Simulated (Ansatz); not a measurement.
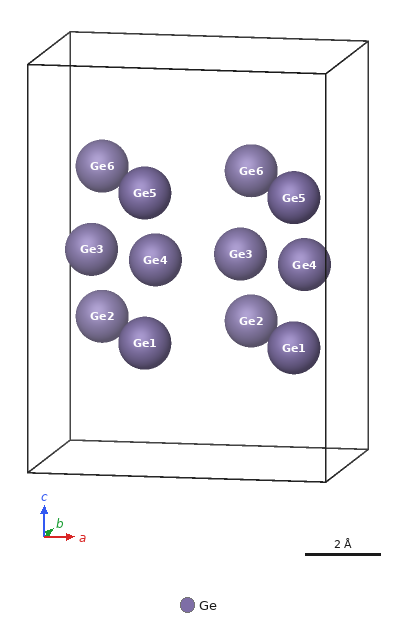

*The input geometry (spheres-only view of the 2 × 1 repeat of the cell, with the vacuum cut short, seen slightly off an axis; atoms are numbered from 1 in the order of the input).*

## Geometry relaxation, with input and output: Ge (part 1 of 2)

Ge (slab, 6 atoms in the cell), computed with DFT, PBE, PAW with Ansatz's default frozen-core files, scalar-relativistic, no spin polarisation (Ansatz 0.2.0).

It belongs to a series of runs on one base structure; here: atoms relaxed, PAW files. Figures and captions count atoms from 1; the log counts them from 0 in places.

Input
```yaml
crystal:
  lattice:
    - [4.0736070244, 0.0, 0.0]
    - [0.0, 5.7609503017, 0.0]
    - [0.0, 0.0, 20.0736]
  atoms:
    - { symbol: Ge, position: [0.75, 0.125, 0.3985332221] }
    - { symbol: Ge, position: [0.25, 0.875, 0.3985332221] }
    - { symbol: Ge, position: [0.25, 0.625, 0.5] }
    - { symbol: Ge, position: [0.75, 0.375, 0.5] }
    - { symbol: Ge, position: [0.75, 0.125, 0.6014667779] }
    - { symbol: Ge, position: [0.25, 0.875, 0.6014667779] }
kpoints:
  mp_grid: { grid: [8, 5, 1] }
scf:
  occupations: { method: fermi_dirac, width: 0.02 }
hamiltonian:
  xc: pbe
  pseudopotentials: { kind: paw }
output:
  forces: true
  stress: true
  eigenvalues: true
  write_density: true
  write_potential: true
  elf: true
  volumetric_format: npy
relax:
  f_tol: 0.01
  max_steps: 40
efield:
  axis: 3
  amplitude: 0
  dipole_correction: true
```

Run on 2 threads of Arm Neoverse V2, 24 GiB of memory available, shared host.

Launch command:
```bash
ansatz run input.yaml --threads 2 --pin off --max-ram 4096MiB --backend cpu --events-out ev --progress --plain --runs-dir out
```

The program's output
```
Warning: output.stress: scf.convergence.dr2_threshold = 1e-7 eV (the SCF's general default) is looser than the 6e-10 eV advised for a printed stress (1e-10 eV for each atom of the cell: 6). What an SCF threshold leaves in a stress goes as its square root, and in the free energy as the threshold itself, and one threshold admits the most on a small cell: of the crystals measured, under no hybrid functional and no lock of the moments, on runs that ended without the residual-converged pass, on stresses that held no estimate of that error, the worst erred by over 100 MPa in a component at 1e-7 eV an atom and by under 5 at 1e-10. Every solve of this run answers to scf.convergence.dr2_threshold, and the tensor of one is reported: a single SCF on the reported geometry and on this run's grids (its basis.xc_grid and basis.ecutrho_ratio typed), with scf.convergence.dr2_threshold at 6e-10 eV or tighter, prints it and tightens no other solve. Else set scf.convergence.dr2_threshold to 6e-10 eV or tighter. The threshold is an SCF's pass mark: one that does not reach it within its budget of iterations ends unconverged, or closes short of it on a stop that the run arms, and scf.convergence.dr2_threshold's page says what that costs each kind of run
Engine: ansatz 0.2.0, aarch64-unknown-linux-gnu
Pseudopotentials: kind: paw
Pseudopotential: Ge, paw, valence charge 14, recommended cutoff 420 eV (normal), Ge.paw.azcp
Functional definition: PBE
  parameter kappa = 0.804
  parameter beta = 0.06672455060314922
  exchange = pbe_x(kappa = kappa, mu = beta*pi^2/3)
  correlation = pbe_c(beta = beta)
Crystal: 6 atoms, lattice volume = 471.084 Å³
Basis set: ecut = 420 eV, 9201 PW (Γ), exchange–correlation on 60×80×270 points (8 copies of the dense FFT grid, shifted against one another)
Bands: 51, of which v1, the nominal top of the filled ones, is band 42 counted from 1 (41 counted from 0)
Symmetry: 4 space group operations
k-points: 15 of 40
Non-local potential: Ge, projectors of the file, l = 0: 2, l = 1: 2, l = 2: 3, l = 3: 1
PAW form: soft (Blöchl's): semilocal exchange-correlation on the pseudo side does not see the compensation charge
PAW one-centre angular grid: Ge, 590 points (default); XC on 64 Gauss nodes
Initial density: superposition of atomic densities (neutral atoms: chi_scale 0, normalization atom), corrected by the library's trained network
Initial wavefunctions: pseudopotential atomic-orbital guess
Functional: x = pbe(κ = 0.804, μ = 0.2195149727645171), c = pbe(β = 0.06672455060314922)
SCF iter   1: F=—  HF=-25766.839249 eV  |F-HF|=—  |Δ(HF+E_count)|=         —  Δρ=1.81e-3  dr2=3.28e-2  ethr=1.77e-3  p=0.000 e·Å  D=8.72e-14 V/Å  ΔV_dip=-0.00 eV  dr2_dipole=2.49e-7  V_vac-E_F(+/−)=4.54/4.54 eV  ⟨swp⟩=7.1  Hψ=2920  notcnv=0  defer=2
efield: sawtooth ramp at fractional position 0.9500 (placed from the atoms, in the widest stretch of the axis that holds none; the zero of the levels goes with the place), width 0.1000; the density the first Hamiltonian is built on has a dipole p = 0.000 e·Å; the dipole correction subtracts the counter field D = 8.72e-14 V/Å, which shifts the + side's vacuum level by -0.00 eV against the − side's; the planar-averaged density in the ramp window peaks in size at 4.6e-5 e/Å³
preconditioner: auto → LDOS  [insulator: Δε(μ)=0.078 eV  Ē_g=21.763 eV  σ=0.020 eV  W_gap=0.74  n_scr=72 (ndim 8)  ℏωp=15.7 eV  f_vac=0.633  D(μ)=2.19/eV (n_scr^D=4)  ε∞_Penn≈1.5  β→1.0]
SCF iter   2: F=—  HF=-25766.835687 eV  |F-HF|=—  |Δ(HF+E_count)|=   3.56e-3  Δρ=9.13e-4  dr2=7.92e-3  ethr=3.90e-5  p=-0.000 e·Å  D=-1.28e-5 V/Å  ΔV_dip=0.00 eV  dr2_dipole=7.63e-7  V_vac-E_F(+/−)=4.48/4.48 eV  ⟨swp⟩=3.6  Hψ=1646  notcnv=0  defer=45
SCF iter   3: F=—  HF=-25766.834408 eV  |F-HF|=—  |Δ(HF+E_count)|=   1.28e-3  Δρ=2.91e-4  dr2=9.88e-4  ethr=9.43e-6  p=0.000 e·Å  D=1.39e-6 V/Å  ΔV_dip=-0.00 eV  dr2_dipole=2.16e-9  V_vac-E_F(+/−)=4.50/4.50 eV  ⟨swp⟩=2.5  Hψ=1358  notcnv=0  defer=45
SCF iter   4: F=—  HF=-25766.834468 eV  |F-HF|=—  |Δ(HF+E_count)|=   6.02e-5  Δρ=1.00e-4  dr2=7.86e-5  ethr=1.18e-6  p=0.000 e·Å  D=1.91e-6 V/Å  ΔV_dip=-0.00 eV  dr2_dipole=2.71e-9  V_vac-E_F(+/−)=4.49/4.49 eV  ⟨swp⟩=2.0  Hψ=1271  notcnv=0  defer=45
SCF iter   5: F=—  HF=-25766.834476 eV  |F-HF|=—  |Δ(HF+E_count)|=   7.95e-6  Δρ=3.01e-5  dr2=4.37e-6  ethr=9.36e-8  p=0.000 e·Å  D=6.72e-7 V/Å  ΔV_dip=-0.00 eV  dr2_dipole=4.08e-10  V_vac-E_F(+/−)=4.49/4.49 eV  ⟨swp⟩=2.0  Hψ=1333  notcnv=0  defer=45
SCF iter   6: F=-25766.834478 eV  HF=-25766.834478 eV  |F-HF|=2.40e-7  |Δ(HF+E_count)|=   2.27e-6  Δρ=7.34e-6  dr2=5.11e-7  ethr=2.98e-9  p=0.000 e·Å  D=1.32e-7 V/Å  ΔV_dip=-0.00 eV  dr2_dipole=3.57e-12  V_vac-E_F(+/−)=4.48/4.48 eV  ⟨swp⟩=17.6  Hψ=7084  notcnv=0
SCF 1 converged in 6 iterations: F = -25766.834478 eV  dr2 = 5.11e-7
  greatest PAW one-centre occupation: 0.998 electrons in one spin orbital (limit 2), on the Ge atom at site 5 (counted from 0), in its partial waves of l = 2
relax step   1: F+E_penalty+E_count = -25766.83447825 eV  Δ(F+E_penalty+E_count) = +0.000e0 eV  max|allowed force component| = 3.479e-1 eV/Å  Δτ_max = 0.0000 Å  (6 SCF iters, dr2 threshold 2.50e-6 eV, accepted)
Initial density: handed on by an earlier stage of this run
Initial wavefunctions: those handed on with the density
iter 1 solved again at ethr=9.25e-6 eV; its pass at ethr=3.10e-3 eV (dr2=7.77e-3 eV) is discarded
SCF iter   1: F=—  HF=-25766.869173 eV  |F-HF|=—  |Δ(HF+E_count)|=         —  Δρ=1.52e-3  dr2=7.96e-3  ethr=9.25e-6  p=0.000 e·Å  D=1.32e-7 V/Å  ΔV_dip=-0.00 eV  dr2_dipole=1.29e-12  V_vac-E_F(+/−)=4.50/4.50 eV  ⟨swp⟩=2.0  Hψ=2513  notcnv=0  defer=47
efield: sawtooth ramp at fractional position 0.9500 (handed on by an earlier solve), width 0.1000; the density the first Hamiltonian is built on has a dipole p = 0.000 e·Å; the dipole correction subtracts the counter field D = 1.32e-7 V/Å, which shifts the + side's vacuum level by -0.00 eV against the − side's; the planar-averaged density in the ramp window peaks in size at 3.1e-6 e/Å³
preconditioner: auto → LDOS  [insulator: Δε(μ)=0.080 eV  Ē_g=21.838 eV  σ=0.020 eV  W_gap=0.75  n_scr=72 (ndim 8)  ℏωp=15.7 eV  f_vac=0.638  D(μ)=1.76/eV (n_scr^D=4)  ε∞_Penn≈1.5  β→1.0]
SCF iter   2: F=—  HF=-25766.869031 eV  |F-HF|=—  |Δ(HF+E_count)|=   1.42e-4  Δρ=6.18e-4  dr2=4.33e-3  ethr=9.25e-6  p=0.000 e·Å  D=7.29e-8 V/Å  ΔV_dip=-0.00 eV  dr2_dipole=1.19e-11  V_vac-E_F(+/−)=4.49/4.49 eV  ⟨swp⟩=3.1  Hψ=1725  notcnv=0  defer=47
SCF iter   3: F=—  HF=-25766.868128 eV  |F-HF|=—  |Δ(HF+E_count)|=   9.03e-4  Δρ=1.30e-4  dr2=1.49e-4  ethr=5.16e-6  p=-0.000 e·Å  D=-1.90e-8 V/Å  ΔV_dip=0.00 eV  dr2_dipole=4.52e-12  V_vac-E_F(+/−)=4.51/4.51 eV  ⟨swp⟩=2.9  Hψ=1407  notcnv=0  defer=47
iter 4 did not close the SCF: its close was put off until two iterations running show no level that it waits for move by more than its bar (scf_convergence_deferred on its scf_iter line)
SCF iter   4: F=-25766.868121 eV  HF=-25766.868121 eV  |F-HF|=2.63e-7  |Δ(HF+E_count)|=   7.04e-6  Δρ=2.53e-5  dr2=3.90e-6  ethr=9.01e-9  p=0.000 e·Å  D=6.81e-8 V/Å  ΔV_dip=-0.00 eV  dr2_dipole=9.71e-13  V_vac-E_F(+/−)=4.51/4.51 eV  ⟨swp⟩=16.7  Hψ=6621  notcnv=0
SCF iter   5: F=-25766.868123 eV  HF=-25766.868123 eV  |F-HF|=3.15e-7  |Δ(HF+E_count)|=   2.05e-6  Δρ=1.04e-5  dr2=5.57e-7  ethr=4.65e-9  p=0.000 e·Å  D=6.83e-9 V/Å  ΔV_dip=-0.00 eV  dr2_dipole=1.93e-13  V_vac-E_F(+/−)=4.51/4.51 eV  ⟨swp⟩=11.3  Hψ=5784  notcnv=0
SCF 2 converged in 5 iterations: F = -25766.868123 eV  dr2 = 5.57e-7
relax step   2: F+E_penalty+E_count = -25766.86812273 eV  Δ(F+E_penalty+E_count) = -3.364e-2 eV  max|allowed force component| = 5.221e-2 eV/Å  Δτ_max = 0.0604 Å  (5 SCF iters, dr2 threshold 7.57e-6 eV, accepted)
SCF iter   1: F=—  HF=-25766.868739 eV  |F-HF|=—  |Δ(HF+E_count)|=         —  Δρ=2.13e-4  dr2=1.14e-4  ethr=1.17e-6  p=0.000 e·Å  D=6.83e-9 V/Å  ΔV_dip=-0.00 eV  dr2_dipole=9.36e-13  V_vac-E_F(+/−)=4.51/4.51 eV  ⟨swp⟩=4.0  Hψ=1967  notcnv=0  defer=47
efield: sawtooth ramp at fractional position 0.9500 (handed on by an earlier solve), width 0.1000; the density the first Hamiltonian is built on has a dipole p = 0.000 e·Å; the dipole correction subtracts the counter field D = 6.83e-9 V/Å, which shifts the + side's vacuum level by -0.00 eV against the − side's; the planar-averaged density in the ramp window peaks in size at 1.4e-6 e/Å³
preconditioner: auto → LDOS  [insulator: Δε(μ)=0.084 eV  Ē_g=21.829 eV  σ=0.020 eV  W_gap=0.78  n_scr=72 (ndim 8)  ℏωp=15.7 eV  f_vac=0.637  D(μ)=1.67/eV (n_scr^D=4)  ε∞_Penn≈1.5  β→1.0]
SCF iter   2: F=—  HF=-25766.868800 eV  |F-HF|=—  |Δ(HF+E_count)|=   6.16e-5  Δρ=4.51e-5  dr2=1.86e-5  ethr=1.36e-7  p=-0.000 e·Å  D=-4.42e-8 V/Å  ΔV_dip=0.00 eV  dr2_dipole=4.83e-12  V_vac-E_F(+/−)=4.51/4.51 eV  ⟨swp⟩=3.0  Hψ=1524  notcnv=0  defer=47
SCF iter   3: F=—  HF=-25766.868798 eV  |F-HF|=—  |Δ(HF+E_count)|=   2.04e-6  Δρ=2.02e-5  dr2=4.19e-6  ethr=2.21e-8  p=0.000 e·Å  D=4.71e-8 V/Å  ΔV_dip=-0.00 eV  dr2_dipole=1.70e-12  V_vac-E_F(+/−)=4.51/4.51 eV  ⟨swp⟩=2.0  Hψ=1352  notcnv=0  defer=47
SCF iter   4: F=—  HF=-25766.868797 eV  |F-HF|=—  |Δ(HF+E_count)|=   7.54e-7  Δρ=6.02e-6  dr2=3.51e-7  ethr=4.99e-9  p=0.000 e·Å  D=1.34e-8 V/Å  ΔV_dip=-0.00 eV  dr2_dipole=6.73e-14  V_vac-E_F(+/−)=4.51/4.51 eV  ⟨swp⟩=3.0  Hψ=1386  notcnv=0  defer=47
SCF iter   5: F=-25766.868797 eV  HF=-25766.868797 eV  |F-HF|=7.14e-9  |Δ(HF+E_count)|=   3.47e-8  Δρ=1.51e-6  dr2=1.15e-8  ethr=2.03e-10  p=0.000 e·Å  D=7.02e-9 V/Å  ΔV_dip=-0.00 eV  dr2_dipole=4.26e-14  V_vac-E_F(+/−)=4.51/4.51 eV  ⟨swp⟩=15.9  Hψ=5626  notcnv=0
SCF 3 converged in 5 iterations: F = -25766.868797 eV  dr2 = 1.15e-8
  greatest PAW one-centre occupation: 0.998 electrons in one spin orbital (limit 2), on the Ge atom at site 4 (counted from 0), in its partial waves of l = 2
relax step   3: F+E_penalty+E_count = -25766.86879725 eV  Δ(F+E_penalty+E_count) = -6.745e-4 eV  max|allowed force component| = 1.252e-2 eV/Å  Δτ_max = 0.0059 Å  (5 SCF iters, dr2 threshold 1.70e-7 eV, accepted)
SCF iter   1: F=—  HF=-25766.868780 eV  |F-HF|=—  |Δ(HF+E_count)|=         —  Δρ=1.70e-5  dr2=1.14e-6  ethr=8.46e-9  p=0.000 e·Å  D=7.02e-9 V/Å  ΔV_dip=-0.00 eV  dr2_dipole=1.29e-17  V_vac-E_F(+/−)=4.51/4.51 eV  ⟨swp⟩=2.7  Hψ=1680  notcnv=0  defer=10
efield: sawtooth ramp at fractional position 0.9500 (handed on by an earlier solve), width 0.1000; the density the first Hamiltonian is built on has a dipole p = 0.000 e·Å; the dipole correction subtracts the counter field D = 7.02e-9 V/Å, which shifts the + side's vacuum level by -0.00 eV against the − side's; the planar-averaged density in the ramp window peaks in size at 1.5e-6 e/Å³
preconditioner: auto → LDOS  [insulator: Δε(μ)=0.084 eV  Ē_g=21.828 eV  σ=0.020 eV  W_gap=0.78  n_scr=72 (ndim 8)  ℏωp=15.7 eV  f_vac=0.637  D(μ)=1.67/eV (n_scr^D=4)  ε∞_Penn≈1.5  β→1.0]
SCF iter   2: F=—  HF=-25766.868808 eV  |F-HF|=—  |Δ(HF+E_count)|=   2.82e-5  Δρ=3.30e-6  dr2=1.24e-7  ethr=1.35e-9  p=0.000 e·Å  D=3.31e-9 V/Å  ΔV_dip=-0.00 eV  dr2_dipole=3.00e-15  V_vac-E_F(+/−)=4.51/4.51 eV  ⟨swp⟩=2.4  Hψ=1264  notcnv=0  defer=11
SCF iter   3: F=-25766.868808 eV  HF=-25766.868808 eV  |F-HF|=2.31e-8  |Δ(HF+E_count)|=   5.18e-8  Δρ=1.71e-6  dr2=3.10e-8  ethr=1.19e-10  p=0.000 e·Å  D=3.07e-10 V/Å  ΔV_dip=-0.00 eV  dr2_dipole=6.39e-14  V_vac-E_F(+/−)=4.51/4.51 eV  ⟨swp⟩=12.5  Hψ=5404  notcnv=0
SCF 4 converged in 3 iterations: F = -25766.868808 eV  dr2 = 3.10e-8
relax step   4: F+E_penalty+E_count = -25766.86880789 eV  Δ(F+E_penalty+E_count) = -1.064e-5 eV  max|allowed force component| = 2.496e-3 eV/Å  Δτ_max = 0.0007 Å  (3 SCF iters, accepted)
```

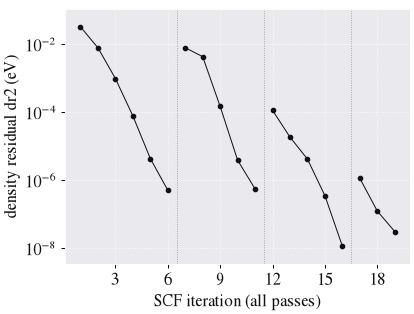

*Convergence of the self-consistent field: density residual dr2 against the SCF iteration. The dotted lines part the SCF passes of the relaxation: geometry steps, rejected trials and re-solves on a re-selected basis.*

The passes take 6, 5, 5 and 3 iterations.

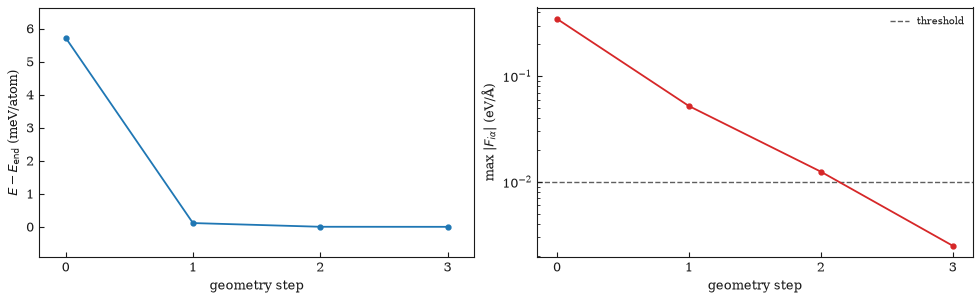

*Progress of the relaxation, step by step (the first geometry is step 0 here and step 1 in the log).*

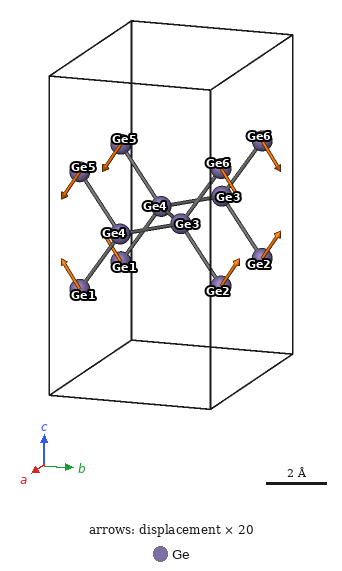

*The starting structure with the displacements as orange arrows, magnified 20 times (ball-and-stick view of the 2 × 1 repeat of the cell, with the vacuum cut short, seen slightly off an axis).*

After 3 geometry steps the energy has fallen by 5.7 meV per atom. Largest force component: 0.35 eV/Å at the start, 0.0025 eV/Å at the end. The largest moves, 0.062 Å, are those of Ge1, Ge2, Ge5 and Ge6. The cell doesn't change. Among the contacts that change: Ge1–Ge2 2.495 → 2.456 Å, Ge1–Ge4 2.495 → 2.480 Å. Among the angles that change: Ge1–Ge4–Ge5 109.5° → 106.3°, Ge6–Ge5–Ge6 109.5° → 112.1°. (Atoms are counted from 1 in the order of the input.)

```
SCF converged after 3 iterations
Free energy (F): -25766.868808 eV
Harris-Foulkes:  -25766.868808 eV  (|F-HF|=2.31e-8)
Internal energy: -25766.866191 eV  (E = F + TS)
E sigma→0 (E₀):  -25766.867500 eV
Entropy (-TS):   -0.002617 eV (-0.436 meV/atom)
Fermi energy:    -0.827550 eV
Dipole field:    D = 0.000000 V/Å  (p = 0.000001 e·Å, saw-weighted, corrected)
Work function:   Φ+ = 4.5114 eV   Φ− = 4.5114 eV
Levels:          The Fermi level and band energies are counted from a zero that moves with the ramp; work functions are not
--- Per-component energies (eV) ---
  E_band       = -1650.696631
  E_kinetic    = 660.895895
  E_local      = -61770.640258  (includes V_loc(G=0)·N_el)
  E_nonlocal   = 2501.551336
  E_hartree    = 29598.881962
  E_xc         = -449.236869
  E_vxc        = -381.377925  (∫ρ·V_xc dr)
  E_paw        = -12108.910622  (= ΣΔE_a)
  E_vpaw       = -1858.866591  (= ΣTr[D̂ρ^β])
  E_aug_tail   = 0.001882  (compensation charges beyond the density's cutoff)
  E_efield     = 0.000000  (sawtooth field / dipole correction)
  E_vefield    = 0.000000  (∫n·V_field dr)
  E_ewald      = 15800.590482
  E_smearing   = -0.002617  (= −TS)
  E_closure    = -0.000000  (closes the sum)
  Σ components = -25766.868808   (vs F -25766.868808, Δ=0.00e0)
```
